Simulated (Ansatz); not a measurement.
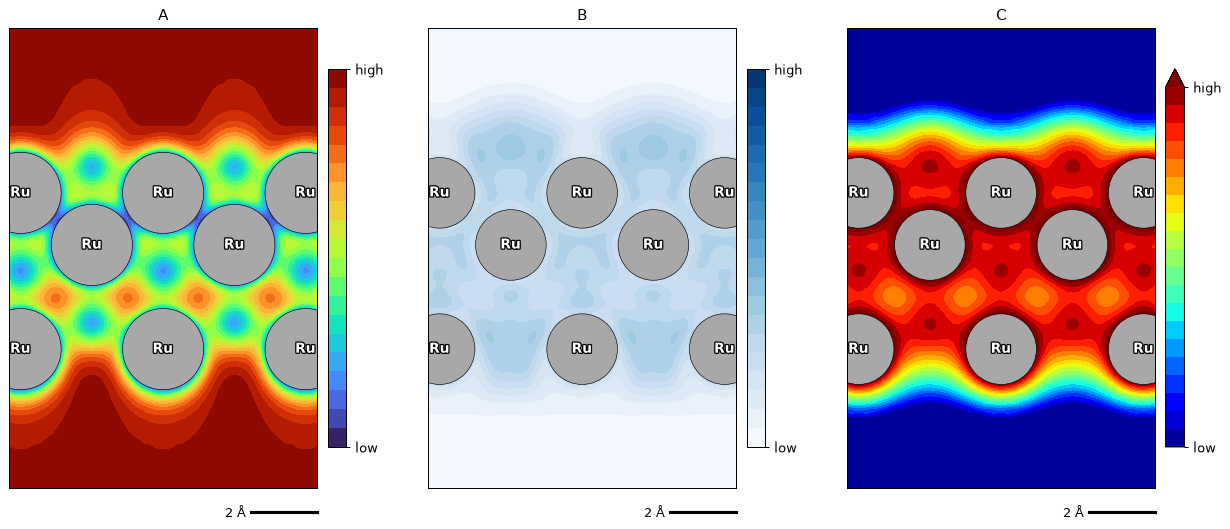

Ru (slab): 3 fields on the (100) plane of the calculation cell, a cut from vacuum to vacuum, with unlabelled colour scales. Grey discs cover the atomic cores.

Not relaxed (largest force 1.0 eV/Å); computed without spin polarisation.

All numbers below come from DFT PBE, scalar-relativistic, plane waves, PAW in Ansatz 0.2.0.

```
CELL_PARAMETERS angstrom
2.72003 0.00000 0.00000
0.00000 4.29677 0.00000
0.00000 0.00000 20.49643
ATOMIC_POSITIONS crystal
Ru 0.00000 0.75000 0.36592
Ru 0.50000 0.25000 0.40423
Ru 0.50000 0.75000 0.48085
Ru 0.00000 0.25000 0.51915
Ru 0.00000 0.75000 0.59577
Ru 0.50000 0.25000 0.63408
```

Q: Which field does each panel show? The fields are: electron localisation function, electrostatic potential energy of an electron and valence pseudo-density.

A: Panel A: electrostatic potential energy of an electron (low next to the atoms, rising into the space between them). Panel B: electron localisation function. Panel C: valence pseudo-density. From the grid: Ru–Ru (2.66 Å): ρ is about 0.41 e/Å³ halfway; the ELF is about 0.30 at the midpoint (no shared electron pair shows on this line).
